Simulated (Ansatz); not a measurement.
## Mg12O13: molecular dynamics (part 4 of 4)

Mg12O13 (slab, 25 atoms in the cell); DFT PBE, scalar-relativistic, plane waves, PAW, PAW set soft_1, spin-polarised (Ansatz 0.2.0); cutoff 420 eV, 2×2×1 k-mesh, Fermi–Dirac smearing of 0.02 eV, collinear spins. The structure derives from an entry of the Crystallography Open Database. One setting was made poor on purpose. The input holds or restrains some coordinates. It belongs to a series of runs on one base structure; here: dynamics from the start.

## Trajectory as extended XYZ, continued
```
25
Lattice="5.6144 0.0000 0.0000 2.8072 4.8622 0.0000 0.0000 0.0000 18.7302" Properties=species:S:1:pos:R:3:forces:R:3 step=133 time_fs=133.0 energy=-30472.20887 temperature=472.8
Mg    0.0000    0.0000    1.0000   -0.0889   0.0397  -0.9025
O     4.2108    4.0519    2.1460    0.0801   0.0058   0.8783
Mg    1.4036    2.4311    1.0000   -0.0042   0.0387  -0.9389
O     2.8072    1.6207    2.1460    0.1406   0.0913   0.8885
Mg    2.8072    0.0000    1.0000    0.0504  -0.0161  -0.8380
O     7.0180    4.0519    2.1460    0.1348   0.1771   0.7224
Mg    4.2108    2.4311    1.0000    0.0535  -0.0269  -0.8063
O     5.6144    1.6207    2.1460   -0.1574   0.1415   1.0519
Mg    5.7168    3.2803    3.5410   -0.8987  -1.2726  -0.8928
O     1.4890    2.4354    4.6278    0.0635   0.1127   0.5125
Mg    4.1599    0.8577    3.5810    0.5632  -0.2151  -0.7516
O    -0.0017    0.0333    4.7057    0.2294  -0.3698  -0.6002
Mg    2.8366    3.3099    3.4804    0.1129  -0.2935   0.2210
O     4.1943    2.4208    4.7700    0.1209   0.3263  -0.6656
Mg    1.3821    0.8491    3.4666    0.2563  -0.4982   0.5790
O     2.8070   -0.1076    4.6381   -0.0940   2.0837  -0.0609
Mg    2.8776    1.5981    6.0034   -1.1245  -1.3049   1.1651
O     4.2958    0.6876    7.2180   -0.4075   1.7536  -0.3833
Mg    4.3136    3.9672    6.0046   -0.1541   1.9117   0.6058
O     5.7279    3.3433    7.1217   -0.1897  -0.7172  -0.1328
Mg    5.6437    1.6562    6.1121    0.7392  -0.3883   0.7550
O     1.4440    0.7477    7.0854    0.3100  -0.0031  -0.3186
Mg    7.0274    4.1939    5.9734   -0.1887  -1.5932  -0.1210
O     2.6994    3.1422    7.6200    0.4768  -0.1117  -1.3820
O     2.5986    3.2900    8.8040   -0.0240   0.1285   1.4152
25
Lattice="5.6144 0.0000 0.0000 2.8072 4.8622 0.0000 0.0000 0.0000 18.7302" Properties=species:S:1:pos:R:3:forces:R:3 step=144 time_fs=144.0 energy=-30471.95599 temperature=480.7
Mg    0.0000    0.0000    1.0000   -0.0669  -0.0644  -0.6592
O     4.2108    4.0519    2.1460    0.0084  -0.0950   0.7157
Mg    1.4036    2.4311    1.0000    0.0269   0.0944  -0.8937
O     2.8072    1.6207    2.1460    0.1320   0.1126   0.8991
Mg    2.8072    0.0000    1.0000    0.0115  -0.0567  -0.6678
O     7.0180    4.0519    2.1460    0.1921   0.0332   0.5642
Mg    4.2108    2.4311    1.0000    0.0436   0.0417  -0.6994
O     5.6144    1.6207    2.1460   -0.1837   0.2301   1.1559
Mg    5.7544    3.2657    3.5464   -1.3114  -0.6853  -0.9785
O     1.5155    2.4405    4.6361   -0.7989  -0.2574   0.7576
Mg    4.1490    0.8412    3.5838    0.7062  -0.2574  -0.8205
O    -0.0647   -0.0156    4.6889    0.9239   0.4275  -0.5751
Mg    2.8613    3.2205    3.5334    0.1621   1.1660  -0.9040
O     4.1479    2.4654    4.7913    1.2040  -0.6635  -0.9456
Mg    1.3627    0.8855    3.4745    0.1746  -1.5555   0.3889
O     2.7768   -0.0868    4.5945    0.0192   1.7271   0.4296
Mg    2.8840    1.6112    5.9744   -1.3446  -1.9533   1.6589
O     4.2895    0.6824    7.1940   -0.4129   2.0718  -0.1173
Mg    4.3182    3.9696    5.9904    0.0971   2.1504   0.6967
O     5.7488    3.3572    7.0971   -0.4029  -0.9077   0.0052
Mg    5.6531    1.6565    6.1116    0.2837  -0.2640   0.6317
O     1.4104    0.7374    7.0466    0.7363   0.0379  -0.1144
Mg    7.0716    4.1663    6.0089   -0.5531  -1.3648  -0.5870
O     2.7667    3.1100    7.6296    0.4521  -0.1476  -1.2587
O     2.5887    3.3350    8.7939   -0.0993   0.1797   1.3178
25
Lattice="5.6144 0.0000 0.0000 2.8072 4.8622 0.0000 0.0000 0.0000 18.7302" Properties=species:S:1:pos:R:3:forces:R:3 step=156 time_fs=156.0 energy=-30472.08881 temperature=618.4
Mg    0.0000    0.0000    1.0000   -0.1353  -0.0807  -0.6666
O     4.2108    4.0519    2.1460    0.0091  -0.0931   0.8473
Mg    1.4036    2.4311    1.0000    0.0437   0.1232  -0.7920
O     2.8072    1.6207    2.1460    0.1788   0.0558   0.7877
Mg    2.8072    0.0000    1.0000    0.0756  -0.0248  -0.7167
O     7.0180    4.0519    2.1460    0.1878   0.0818   0.4242
Mg    4.2108    2.4311    1.0000    0.0319  -0.0067  -0.8033
O     5.6144    1.6207    2.1460   -0.2496   0.1510   1.0445
Mg    5.7025    3.2886    3.5227   -0.2111  -0.8310  -0.7511
O     1.4948    2.4078    4.6034   -0.4825   0.0907   0.8489
Mg    4.1527    0.8594    3.5781    0.8364  -0.9106  -0.8383
O    -0.0995   -0.0404    4.7262    1.7465   0.3973  -1.0097
Mg    2.9150    3.1857    3.5440   -1.2244   1.4515  -0.9949
O     4.1957    2.4565    4.7389    0.7190  -0.3322  -0.0174
Mg    1.3501    0.8529    3.4671    0.2046  -1.0682   0.4729
O     2.8077   -0.0639    4.6005   -0.5059   1.3551   0.3888
Mg    2.8660    1.6004    5.9924   -0.7607  -1.8018   1.0143
O     4.2682    0.7202    7.1924   -0.2494   1.2743  -0.5920
Mg    4.3246    4.0021    5.9810    0.1847   1.9456   0.7615
O     5.7566    3.3156    7.0746   -0.5970  -0.2161   0.2062
Mg    5.6179    1.7121    6.0795    0.8883  -1.6561   0.7829
O     1.4504    0.7601    7.0903   -0.1079   0.1052  -0.5643
Mg    7.1091    4.1047    6.0210   -0.9792  -0.2261   0.0415
O     2.7692    3.0711    7.5931    0.3976   0.1207  -0.6078
O     2.6134    3.3326    8.7642   -0.0009   0.0955   0.7334
25
Lattice="5.6144 0.0000 0.0000 2.8072 4.8622 0.0000 0.0000 0.0000 18.7302" Properties=species:S:1:pos:R:3:forces:R:3 step=167 time_fs=167.0 energy=-30472.04757 temperature=394.1
Mg    0.0000    0.0000    1.0000   -0.1177  -0.0356  -0.6270
O     4.2108    4.0519    2.1460    0.0165  -0.0704   0.8528
Mg    1.4036    2.4311    1.0000    0.0347   0.0529  -0.6896
O     2.8072    1.6207    2.1460    0.1461   0.0650   0.7690
Mg    2.8072    0.0000    1.0000    0.0493   0.0298  -0.7027
O     7.0180    4.0519    2.1460    0.2408   0.1440   0.3527
Mg    4.2108    2.4311    1.0000    0.0463  -0.0260  -0.7822
O     5.6144    1.6207    2.1460   -0.2324   0.1722   0.9654
Mg    5.7063    3.3363    3.5089   -0.1912  -1.7201  -0.9600
O     1.4888    2.3988    4.5880   -0.3330   0.5824   1.0985
Mg    4.1467    0.8870    3.5753    0.9343  -0.9697  -1.1104
O    -0.0874   -0.0073    4.6911    1.2337  -0.1073  -0.3651
Mg    2.9156    3.1969    3.5339   -1.2466   1.2747  -0.9474
O     4.2112    2.4599    4.7301    0.4387   0.0923   0.2876
Mg    1.3264    0.8284    3.5109    0.2887  -0.6542  -0.2177
O     2.8072   -0.0579    4.5814   -0.4144   1.6436   1.0091
Mg    2.8558    1.6070    5.9541   -0.6092  -1.8350   1.3599
O     4.2579    0.6936    7.2308   -0.1680   1.2240  -1.1348
Mg    4.3454    4.0330    6.0301   -0.1880   1.3728   0.1766
O     5.7355    3.3404    7.1029   -0.0442  -0.6638  -0.0469
Mg    5.6008    1.7107    6.0817    0.9223  -1.4250   1.1004
O     1.4561    0.7602    7.0905   -0.2013   0.5908  -0.5780
Mg    7.1095    4.0868    6.0075   -0.8777   0.0415   0.1974
O     2.8114    3.0476    7.6279    0.2808   0.1627  -0.5162
O     2.6477    3.3214    8.7976   -0.0085   0.0584   0.5085
25
Lattice="5.6144 0.0000 0.0000 2.8072 4.8622 0.0000 0.0000 0.0000 18.7302" Properties=species:S:1:pos:R:3:forces:R:3 step=178 time_fs=178.0 energy=-30472.18943 temperature=629.1
Mg    0.0000    0.0000    1.0000   -0.1020  -0.0571  -0.7035
O     4.2108    4.0519    2.1460   -0.0535  -0.0724   0.7275
Mg    1.4036    2.4311    1.0000    0.0613   0.0843  -0.7768
O     2.8072    1.6207    2.1460    0.1669   0.1776   0.8789
Mg    2.8072    0.0000    1.0000    0.0595   0.0502  -0.6860
O     7.0180    4.0519    2.1460    0.2173   0.0150   0.4768
Mg    4.2108    2.4311    1.0000   -0.0030  -0.0491  -0.8150
O     5.6144    1.6207    2.1460   -0.2140   0.2546   0.9691
Mg    5.6573    3.3192    3.4941    0.1518  -1.4290  -0.7368
O     1.4453    2.4166    4.6640    0.3080   0.8135   0.2278
Mg    4.2158    0.8415    3.5879   -0.4372  -0.1431  -1.4003
O    -0.0889    0.0344    4.6588    1.4367  -0.9183   0.2187
Mg    2.9192    3.2191    3.5297   -1.1593   0.6992  -0.3157
O     4.2432    2.4554    4.7690   -0.4500   0.1100  -0.5295
Mg    1.3322    0.8817    3.4968    0.4564  -0.8497  -0.0782
O     2.7562   -0.0485    4.5365    0.3238   1.6732   1.2779
Mg    2.8510    1.5683    5.9349   -0.3564  -1.0781   1.3851
O     4.2806    0.7163    7.2145   -0.5438   0.5947  -1.1126
Mg    4.3971    4.0516    6.0430   -1.3607   0.8486  -0.5607
O     5.6494    3.2981    7.1344    1.3073  -0.2762   0.2595
Mg    5.6121    1.6931    6.1005    0.7356  -1.2699   0.7962
O     1.4446    0.7458    7.0693    0.0538   0.8518  -0.1284
Mg    7.0809    4.0818    5.9885   -0.6304  -0.1667   0.6552
O     2.8809    3.0814    7.5930   -0.1556   0.3785   0.8312
O     2.6740    3.3309    8.7838    0.1872  -0.2418  -0.8604
25
Lattice="5.6144 0.0000 0.0000 2.8072 4.8622 0.0000 0.0000 0.0000 18.7302" Properties=species:S:1:pos:R:3:forces:R:3 step=189 time_fs=189.0 energy=-30472.07511 temperature=622.1
Mg    0.0000    0.0000    1.0000   -0.1185  -0.1112  -0.6787
O     4.2108    4.0519    2.1460   -0.0942  -0.1096   0.5241
Mg    1.4036    2.4311    1.0000    0.1126   0.1259  -0.8284
O     2.8072    1.6207    2.1460    0.2021   0.2376   0.6493
Mg    2.8072    0.0000    1.0000    0.0765   0.0636  -0.6411
O     7.0180    4.0519    2.1460    0.2968  -0.0164   0.2230
Mg    4.2108    2.4311    1.0000   -0.0502  -0.0459  -0.8192
O     5.6144    1.6207    2.1460   -0.3189   0.3471   0.7715
Mg    5.6584    3.3033    3.4600    0.0845  -0.6722   0.2493
O     1.4325    2.4045    4.6713    0.3061   1.0065   0.1452
Mg    4.2392    0.8418    3.5876   -1.1005  -0.0572  -1.0229
O    -0.0916    0.0800    4.6625    1.7128  -1.4154   0.3634
Mg    2.9311    3.2015    3.5431   -1.5309   1.1337  -0.1508
O     4.1798    2.4867    4.8028    0.3819  -0.2583  -0.5290
Mg    1.3284    0.9086    3.4588    0.8945  -1.3683   0.6811
O     2.7766   -0.0429    4.5317   -0.0420   1.3143   0.9340
Mg    2.8509    1.5656    5.9923   -0.0951  -1.1475   0.7222
O     4.2699    0.6686    7.1877   -0.2784   1.3883  -0.3580
Mg    4.3808    4.0807    6.0540   -0.8347   0.0807  -1.2078
O     5.6605    3.3013    7.1151    0.9894  -0.3882   0.5620
Mg    5.6414    1.6876    6.1035    0.1517  -1.1361   0.4975
O     1.4545    0.7254    7.0741   -0.1673   1.3662   0.4460
Mg    7.1056    4.0633    6.0487   -0.6519  -0.4057  -0.5723
O     2.8956    3.0967    7.5992   -0.2826   0.4568   1.5814
O     2.6514    3.3510    8.7972    0.3561  -0.3887  -1.5419
25
Lattice="5.6144 0.0000 0.0000 2.8072 4.8622 0.0000 0.0000 0.0000 18.7302" Properties=species:S:1:pos:R:3:forces:R:3 step=200 time_fs=200.0 energy=-30472.25955 temperature=571.8
Mg    0.0000    0.0000    1.0000   -0.1277  -0.0736  -0.7415
O     4.2108    4.0519    2.1460   -0.0319  -0.1289   0.5368
Mg    1.4036    2.4311    1.0000    0.0841   0.1137  -0.9118
O     2.8072    1.6207    2.1460    0.2284   0.2061   0.7044
Mg    2.8072    0.0000    1.0000    0.1098   0.0429  -0.7577
O     7.0180    4.0519    2.1460    0.2241  -0.0429   0.3800
Mg    4.2108    2.4311    1.0000   -0.0434  -0.0644  -0.8918
O     5.6144    1.6207    2.1460   -0.1985   0.2223   0.8546
Mg    5.6424    3.2713    3.4512    0.0786  -0.3865   0.3972
O     1.4192    2.4016    4.6634    0.3438   0.8089   0.1473
Mg    4.2380    0.8366    3.5958   -0.3621  -0.0946  -0.7721
O    -0.0379    0.0342    4.6581    0.9137  -0.8118   0.2111
Mg    2.9000    3.2128    3.5203   -1.0578   0.8735   0.1119
O     4.1830    2.4810    4.7937    0.3558  -0.1933  -0.4212
Mg    1.3832    0.8728    3.4500    0.1124  -0.9176   0.5932
O     2.7857   -0.0317    4.5365    0.2322   0.8182   0.8533
Mg    2.8264    1.6181    6.0051    0.4151  -1.2355   0.9892
O     4.2938    0.6265    7.2103   -0.4207   1.4334  -0.7029
Mg    4.4336    4.1337    6.0427   -1.4409  -0.4874  -1.0039
O     5.6969    3.3226    7.1306    0.4705  -0.6413   0.4034
Mg    5.6852    1.6806    6.1284   -0.8294  -1.0127   0.3544
O     1.4201    0.7385    7.1174    0.4755   1.2738   0.2554
Mg    7.0425    4.0463    6.0017    0.4296   0.3618  -0.6673
O     2.9356    3.1608    7.5998   -0.1047   0.0377   0.3697
O     2.6465    3.3202    8.7789    0.1433  -0.1022  -0.2918
```

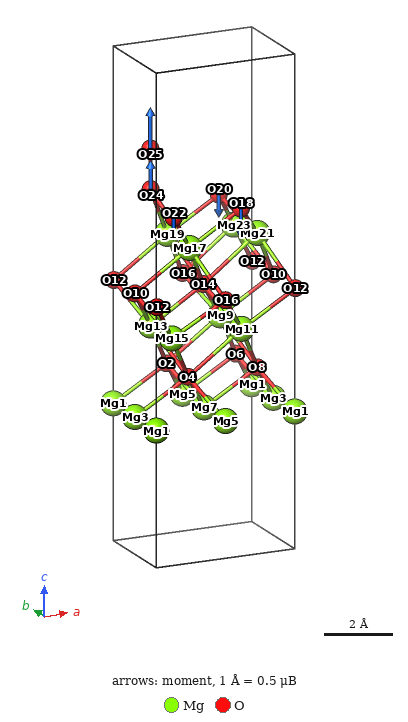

*Magnetic moments of the sites as blue arrows (ball-and-stick view of the cell of the calculation, with the vacuum cut short, seen slightly off an axis; atoms are numbered from 1 in the order of the input); small moments hardly show. The run is collinear, so the axis drawn is arbitrary.*

Site moments: O25 (0.62 μB); O18 (−0.46 μB); O24 (0.44 μB); O20 (−0.35 μB); O22 (−0.34 μB). They are counted near the atoms and needn't add up to the moment of the cell.

## Key numbers

- outcome: finished
- mean temperature over the second half: 583 K
- trajectory: 200 steps, 200 fs
- ensemble: nvt_langevin
- temperature in the input: 600.0 K
- time step: 1 fs
- electrons treated: 198
- potential energy (free energy of the electrons) (last step): −30472.2596 eV
- Fermi energy (last step): 0.879 eV
- net moment of the cell (last step): 0.53 μB
- integrated absolute moment (last step): 3.35 μB
- largest force (length of the vector) (last step), held atoms and coordinates included: 1.823 eV/Å
- hardware: 4 threads of AMD EPYC (Zen 3), 24 GiB of memory available, shared host
- wall time: 22 min (CPU time 84 min)
- peak memory: 1.5 GiB

A deliberately poor setting: heavy friction. The k-point mesh is coarse for a cell of this size, so the results may not be converged. So short a trajectory is not equilibrated.
